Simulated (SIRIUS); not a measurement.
# Energy of KBr along an even scaling of the cell

System: KBr (2 atoms in the cell).
Method: Kohn-Sham DFT of a periodic cell, PBE, dojo-sr-pbe-0.4.1-standard, no spin polarisation (SIRIUS 7.10.0).

The 7 runs differ only in the geometry, by an even scaling of the cell at fixed fractional positions. The structure derives from a Materials Project entry.

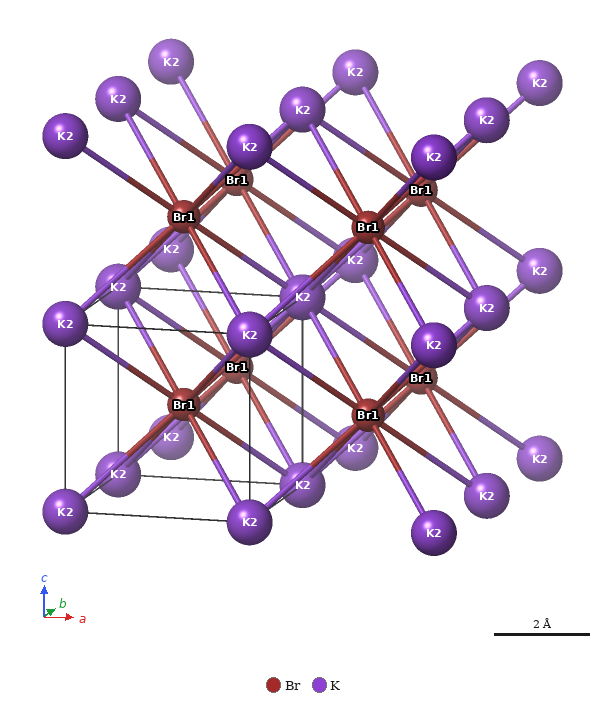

Figure 1. The structure of run 4 (ball-and-stick view of the cell of the calculation, repeated 2 × 2 × 2, seen slightly off an axis; atoms are numbered from 1 in the order of the input).

### Input of run 4
```
{
  "control": {
    "processing_unit": "cpu",
    "verbosity": 2,
    "num_bands_to_print": 15,
    "print_forces": true,
    "print_stress": true
  },
  "parameters": {
    "electronic_structure_method": "pseudopotential",
    "xc_functionals": ["XC_GGA_X_PBE", "XC_GGA_C_PBE"],
    "gk_cutoff": 8.7,
    "pw_cutoff": 17.4,
    "ngridk": [7, 7, 7],
    "shiftk": [0, 0, 0],
    "smearing": "fermi_dirac",
    "smearing_width": 0.0018374661,
    "num_bands": 15,
    "num_mag_dims": 0,
    "num_dft_iter": 100,
    "energy_tol": 1e-08,
    "density_tol": 1e-06
  },
  "iterative_solver": {
    "type": "davidson",
    "min_tolerance": 1e-10
  },
  "mixer": {
    "type": "anderson",
    "beta": 0.7,
    "max_history": 8
  },
  "settings": {
    "tol_ne": 1e-10
  },
  "unit_cell": {
    "lattice_vectors": [
      [1.0, 0.0, 0.0],
      [0.0, 1.0, 0.0],
      [0.0, 0.0, 1.0]
    ],
    "lattice_vectors_scale": 7.6411056952,
    "atom_coordinate_units": "lattice",
    "atom_types": ["Br", "K"],
    "atom_files": {
      "Br": "Br.json",
      "K": "K.json"
    },
    "atoms": {
      "Br": [
        [0.5, 0.5, 0.5]
      ],
      "K": [
        [0.0, 0.0, 0.0]
      ]
    }
  }
}
```

Command:
```bash
upf_to_json Br.upf
upf_to_json K.upf
OMP_NUM_THREADS=1 sirius.scf --input=sirius.json --output=out.json --task=0
```

Run 2 has the same physical settings and fractional positions; its lattice vectors (Å) are:
```
   3.988850    0.000000    0.000000
   0.000000    3.988850    0.000000
   0.000000    0.000000    3.988850
```

### Results, with one run withheld

```tsv
run	volume per atom (Å³)	free energy per atom, from the lowest run given (meV)	pressure (GPa)	gap on the mesh (eV)
1	31.072	5.67	1.04	4.09
2	31.733	?	?	?
3	32.394	0.40	0.26	3.95
4	33.055	0.00	−0.06	3.89
5	33.716	0.87	−0.35	3.83
6	34.378	2.87	−0.61	3.77
7	35.039	5.87	−0.84	3.72
```

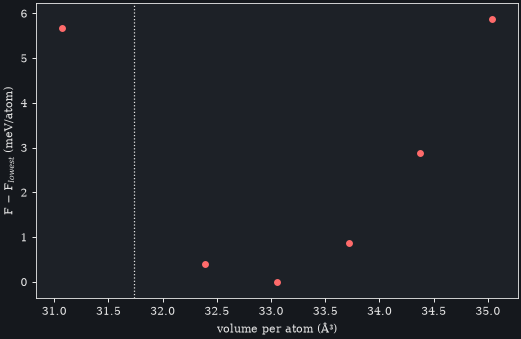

Figure 2. Free energy per atom of the runs given; the dotted line marks run 2.

Estimate the energy of run 2 from the others.

A cubic polynomial in V^(−2/3) (the Birch–Murnaghan form), fitted to the 6 runs given, misses them by under 0.01 meV per atom. With x = V^(−2/3) − 0.09674 Å⁻², it reads F = 0.11701 − 466.97 x + 3.7915e+05 x² + 1.795e+06 x³ (meV per atom). At run 2 it gives 2.23 meV per atom, and the run itself gives 2.23. The slope of the fit gives a pressure −dF/dV of 0.63 GPa there, and the run prints 0.63 GPa. The fit has its minimum at 32.921 Å³ per atom, where V d²F/dV² gives 15.7 GPa: the bulk modulus at this level, since symmetry fixes the shape and the positions. The gap on the mesh goes, without turning, from 4.09 eV in run 1 to 3.72 eV in run 7; run 2 has 4.02 eV. These are gaps of this functional on this mesh, which can miss the band edges; they aren't the measured gap.

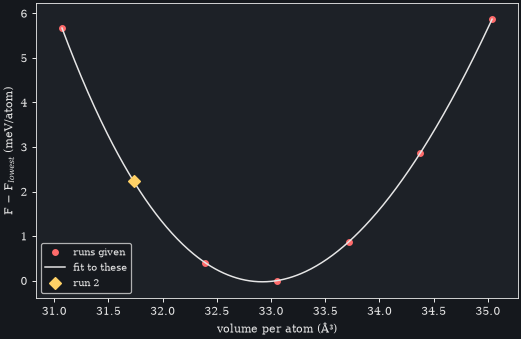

Figure 3. The fit and the withheld run.

### Some lines of the output (run 2)
```
[...]
[find] band gap (eV)                  :       4.01886644
[find] Efermi                         :       0.17656819
[find] Total energy                   :     -45.91289058 (Ha),     -91.82578115 (Ry)
[find] Free energy (E-TS)             :     -45.91289058 (Ha),     -91.82578115 (Ry)
[find] band gap (eV)                  :       4.01884657
[find] Efermi                         :       0.17656873
[find] band gap (eV)                  :       4.01884233
[find] Efermi                         :       0.17656901
[find] band gap (eV)                  :       4.01883161
[find] Efermi                         :       0.17656945
[find] band gap (eV)                  :       4.01884384
[find] Efermi                         :       0.17656863
[find] band gap (eV)                  :       4.01882351
[find] Efermi                         :       0.17656990
```
